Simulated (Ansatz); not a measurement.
# W: single-point calculation

- system: W (2 atoms in the cell)
- method: DFT PBE, scalar-relativistic, plane waves, PAW, no spin polarisation (Ansatz 0.2.0)

The structure derives from an entry of the Crystallography Open Database. It belongs to a series of runs on one base structure; here: mode 4 (165.2 1/cm) frozen in, largest displacement -0.120 A. Figures and captions count atoms from 1; the log counts them from 0 in places.

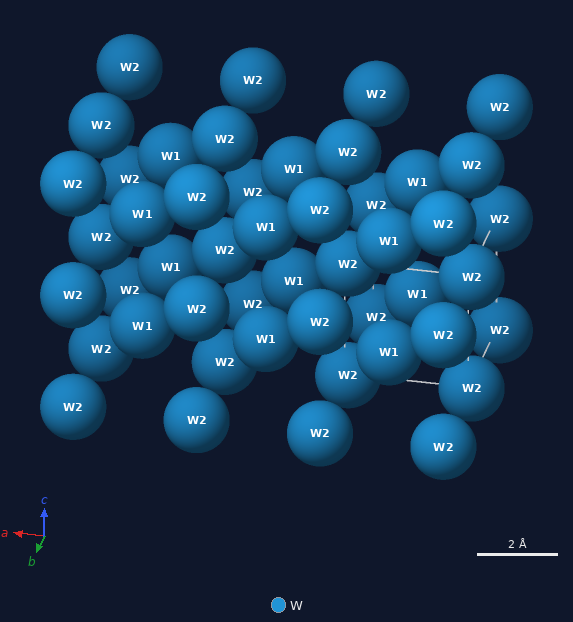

*The structure as given in the input (spheres-only view of the cell of the calculation, repeated 3 × 2 × 2, seen at an oblique angle; atoms are numbered from 1 in the order of the input). An atom can appear more than once, as a periodic image.*

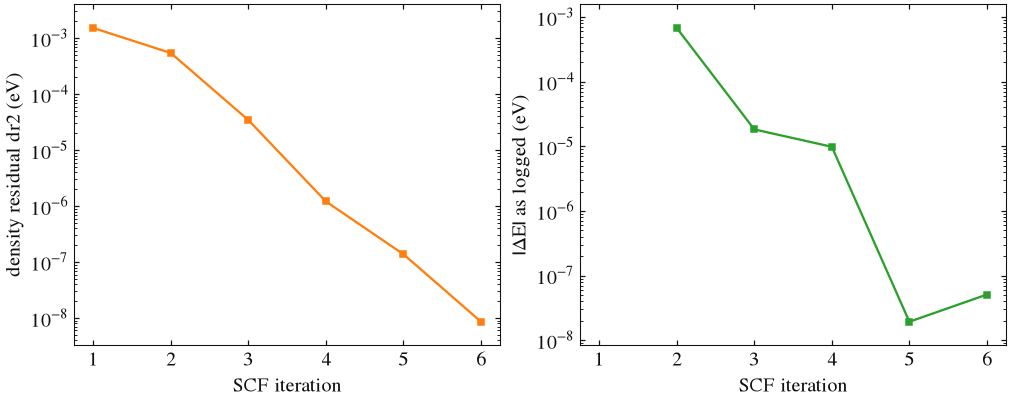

*Convergence of the self-consistent field: density residual dr2 and size of the energy change against the SCF iteration.*

The residual falls at every step.

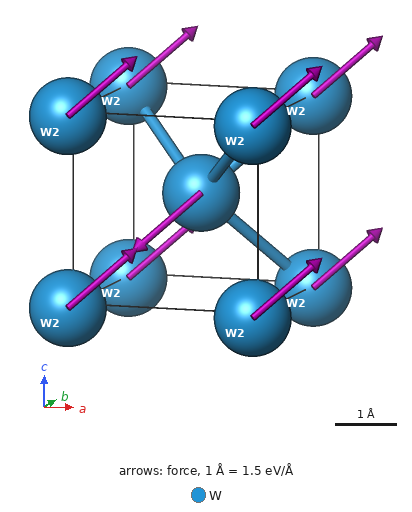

*Forces on the atoms as pink arrows (ball-and-stick view of the cell of the calculation, seen slightly off an axis; atoms are numbered from 1 in the order of the input).*

The largest act on W1, W2 (2.36 eV/Å). The geometry is not a stationary point of this energy.

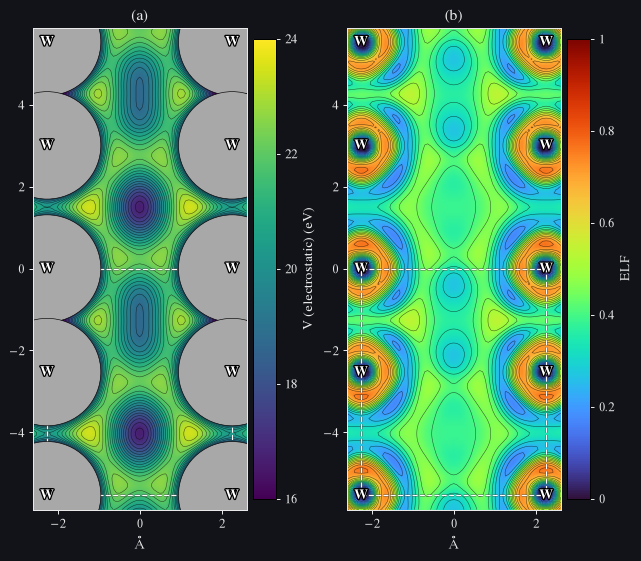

*(a) electrostatic potential energy of an electron; (b) ELF on the (100) plane of the conventional cell. Grey discs, where drawn, cover atomic cores.*

The section cuts through W sites. W–W (2.53 Å): the ELF is about 0.45 at the midpoint, which marks nearly free electrons, as in a simple metal. The strong features right at W lie inside the PAW spheres (semicore, d or f shells) and say nothing about bonding. Outside the cores the potential energy rises away from the atoms and is highest about 1.8 Å from the nearest atoms; outside the discs it spans about 7 eV, and its zero is arbitrary. In a PAW calculation such maps are meaningful between the atoms, not at the nuclei.

These pictures come from the run below.

**Input**
```yaml
crystal:
  lattice:
    - [0.0, -3.1946, 0.0]
    - [-3.1946, 0.0, 0.0]
    - [0.0, 0.0, -3.1946]
  atoms:
    - { symbol: W, position: [0.5216872323, 0.5216872323, 0.5216872323] }
    - { symbol: W, position: [-0.0216872323, -0.0216872323, -0.0216872323] }
basis:
  ecutwfc: 420
kpoints:
  mp_grid: { grid: [16, 16, 16] }
hamiltonian:
  xc: pbe
scf:
  occupations: { method: gaussian, width: 0.15 }
output:
  forces: true
  stress: true
  eigenvalues: true
  write_density: true
  write_potential: true
  elf: true
  volumetric_format: npy
```

Run as:
```bash
ansatz run input.yaml --threads 2 --pin off --max-ram 5120MiB --backend cpu --events-out ev --progress --plain --runs-dir out
```

**The program's output**
```
Engine: ansatz 0.2.0, x86_64-unknown-linux-gnu
Pseudopotentials: kind: paw
Pseudopotential: W, paw, valence charge 14, recommended cutoff 420 eV (normal), W.paw.azcp
Functional definition: PBE
  parameter kappa = 0.804
  parameter beta = 0.06672455060314922
  exchange = pbe_x(kappa = kappa, mu = beta*pi^2/3)
  correlation = pbe_c(beta = beta)
Crystal: 2 atoms, lattice volume = 32.602 Å³
Basis set: ecut = 420 eV, 619 PW (Γ), exchange–correlation on 48×48×48 points (8 copies of the dense FFT grid, shifted against one another)
Bands: 18, of which v1, the nominal top of the filled ones, is band 14 counted from 1 (13 counted from 0)
Symmetry: 12 space group operations
Space group: R-3m (ITA 166), of the structure as read, at distance tolerance 3.2e-5 Å
k-points: 417 of 4096
Non-local potential: W, projectors of the file, l = 0: 3, l = 1: 2, l = 2: 2, l = 3: 1
PAW form: soft (Blöchl's): semilocal exchange-correlation on the pseudo side does not see the compensation charge
PAW one-centre angular grid: W, 590 points (default); XC on 64 Gauss nodes
Initial density: superposition of atomic densities (neutral atoms: chi_scale 0, normalization atom), corrected by the library's trained network
Initial wavefunctions: pseudopotential atomic-orbital guess
Functional: x = pbe(κ = 0.804, μ = 0.2195149727645171), c = pbe(β = 0.06672455060314922)
SCF iter   1: F=—  HF=-20769.371842 eV  |F-HF|=—  |Δ(HF+E_count)|=         —  Δρ=2.86e-3  dr2=1.52e-3  ethr=1.77e-3  ⟨swp⟩=5.0  Hψ=30926  notcnv=0
preconditioner: auto → none  [metal: Δε(μ)=0.024 eV  Ē_g=5.506 eV  σ=0.150 eV  W_gap=0.09  n_scr=6 (ndim 8)  ℏωp=22.5 eV  f_vac=0.000  D(μ)=1.04/eV (n_scr^D=6)  sad-step TF]
SCF iter   2: F=—  HF=-20769.372521 eV  |F-HF|=—  |Δ(HF+E_count)|=   6.79e-4  Δρ=1.70e-3  dr2=5.43e-4  ethr=5.43e-6  ⟨swp⟩=2.1  Hψ=14300  notcnv=0
SCF iter   3: F=—  HF=-20769.372503 eV  |F-HF|=—  |Δ(HF+E_count)|=   1.83e-5  Δρ=2.89e-4  dr2=3.44e-5  ethr=1.94e-6  ⟨swp⟩=2.7  Hψ=12619  notcnv=0
SCF iter   4: F=—  HF=-20769.372493 eV  |F-HF|=—  |Δ(HF+E_count)|=   9.84e-6  Δρ=1.03e-4  dr2=1.21e-6  ethr=1.23e-7  ⟨swp⟩=2.1  Hψ=10540  notcnv=0
SCF iter   5: F=—  HF=-20769.372493 eV  |F-HF|=—  |Δ(HF+E_count)|=   1.93e-8  Δρ=2.34e-5  dr2=1.38e-7  ethr=4.31e-9  ⟨swp⟩=2.0  Hψ=13358  notcnv=0
SCF iter   6: F=-20769.372493 eV  HF=-20769.372493 eV  |F-HF|=6.46e-9  |Δ(HF+E_count)|=   5.09e-8  Δρ=5.66e-6  dr2=8.60e-9  ethr=3.57e-10  ⟨swp⟩=8.2  Hψ=42510  notcnv=0
SCF 1 converged in 6 iterations: F = -20769.372493 eV  dr2 = 8.60e-9
  greatest PAW one-centre occupation: 1.000 electrons in one spin orbital (limit 2), on the W atom at site 1 (counted from 0), in its partial waves of l = 0
SCF converged after 6 iterations
Free energy (F): -20769.372493 eV
Harris-Foulkes:  -20769.372493 eV  (|F-HF|=6.46e-9)
Internal energy: -20769.360814 eV  (E = F + TS)
E sigma→0 (E₀):  -20769.366653 eV
Entropy (-TS):   -0.011679 eV (-5.840 meV/atom)
Fermi energy:    21.707970 eV
--- Per-component energies (eV) ---
  E_band       = -181.573761
  E_kinetic    = 899.594557
  E_local      = -1258.846950  (includes V_loc(G=0)·N_el)
  E_nonlocal   = 1.358748
  E_hartree    = 451.778694
  E_xc         = -533.627980
  E_vxc        = -477.257085  (∫ρ·V_xc dr)
  E_paw        = -17125.028632  (= ΣΔE_a)
  E_vpaw       = -249.978619  (= ΣTr[D̂ρ^β])
  E_aug_tail   = -0.000124  (compensation charges beyond the density's cutoff)
  E_ewald      = -3204.589125
  E_smearing   = -0.011679  (= −TS)
  E_closure    = -0.000000  (closes the sum)
  Σ components = -20769.372493   (vs F -20769.372493, Δ=0.00e0)
--- Forces (eV/Å), atoms counted from 1 ---
  atom   1  W      1.36507421     1.36507421     1.36507421
  atom   2  W     -1.36507421    -1.36507421    -1.36507421
  max |Σ_I F_I| component: 0.00e0 eV/Å
--- Stress (GPa, compression-positive) ---
        2.462705       1.851120       1.851120
        1.851120       2.462705       1.851120
        1.851120       1.851120       2.462705
  P = ⅓ Tr σ = 2.4627 GPa (24.627 kbar)
--- Band table (eV; the first three rows and the last of 417) ---
  k-point 0: bands = ["-52.1891", "-51.9419", "-16.7833", "-16.6494", "-16.6494", "-15.8386", "-15.8386", "-15.7147", "12.4722", "16.2953", "16.2953", "20.4875", "20.8939", "20.8939", "23.8355", "23.8355", "26.4120", "26.4120"]
  k-point 1: bands = ["-52.1867", "-51.9437", "-16.7797", "-16.6475", "-16.6421", "-15.8516", "-15.8452", "-15.7237", "12.5643", "16.3361", "16.3688", "20.4890", "20.8876", "20.9134", "23.6287", "23.8749", "26.2323", "26.2465"]
  k-point 2: bands = ["-52.1799", "-51.9490", "-16.7704", "-16.6401", "-16.6208", "-15.8904", "-15.8646", "-15.7483", "12.8364", "16.4575", "16.5781", "20.4874", "20.8749", "20.9824", "23.0983", "23.9832", "25.6321", "25.8031"]
  k-point 416: bands = ["-52.0490", "-52.0357", "-16.8464", "-16.6178", "-16.6178", "-16.2278", "-16.2278", "-16.0119", "18.7440", "18.8248", "18.8248", "19.2331", "19.2331", "19.5327", "25.0057", "25.0057", "25.1198", "25.1198"]
```

**Key numbers**

| quantity | value |
| --- | --- |
| outcome | converged |
| space group (tolerance 0.01 Å) | R-3m (166) |
| electrons treated | 28 |
| free energy | −20769.3725 eV |
| Fermi energy | 21.708 eV |
| gap on the k-point mesh | none (metallic) |
| pressure | 2.46 GPa |
| largest force (length of the vector) | 2.364 eV/Å |
| hardware | 2 threads of Intel Xeon @ 2.50GHz (Skylake/Cascade Lake), 189 GiB of memory available, shared host |
| wall time | 16 s (CPU time 30 s) |
| peak memory | 0.5 GiB |

**Remarks**

Spin–orbit coupling is left out, which matters for W.
